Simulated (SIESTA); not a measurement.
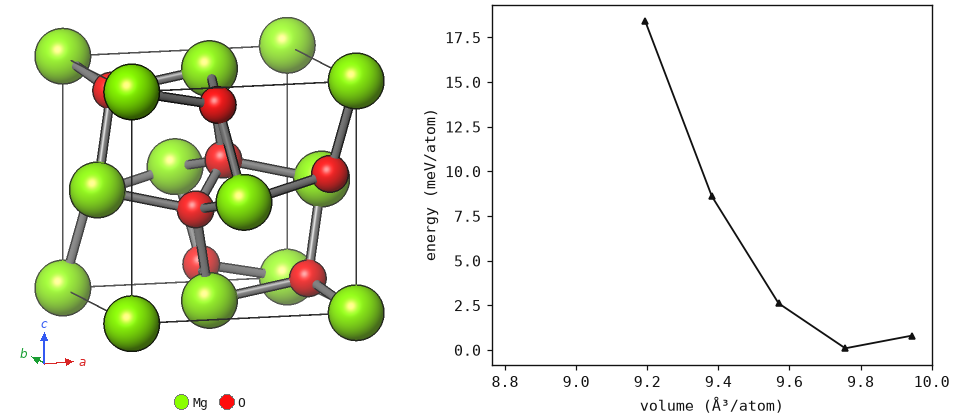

Plotted: energy against volume for MgO₂, space group Pa-3 (No. 205). The conventional cell is drawn beside the plot.

Cell as given: a = 4.829 Å, b = 4.829 Å, c = 4.829 Å, α = 90.00°, β = 90.00°, γ = 90.00°; 12 atoms.

How it was computed, with SIESTA 5.4.2: DFT in numerical atomic orbitals with pseudopotentials, no spin polarisation; energies at scaled volumes of the given cell, shape and fractions fixed, counted from the fit's minimum, third-order Birch-Murnaghan fit. Level: BLYP with D3(BJ).

- k mesh: 6×6×6
- occupations: Fermi–Dirac
- smearing width: 0.05 eV
- potentials: PseudoDojo 0.4 standard, converted to PSML
- program settings: basis DZP, mesh cutoff 800 Ry

The points at volume 8.8189 Å³/atom and 9.0065 Å³/atom are left out of the plot. What values does the calculation give there?

```tsv
volume (Å³/atom)	energy (meV/atom)
8.8189	51.46
9.0065	32.55
```

Keep in mind: shape and atomic fractions are frozen while scaling, which makes layered, chain and framework solids too stiff.
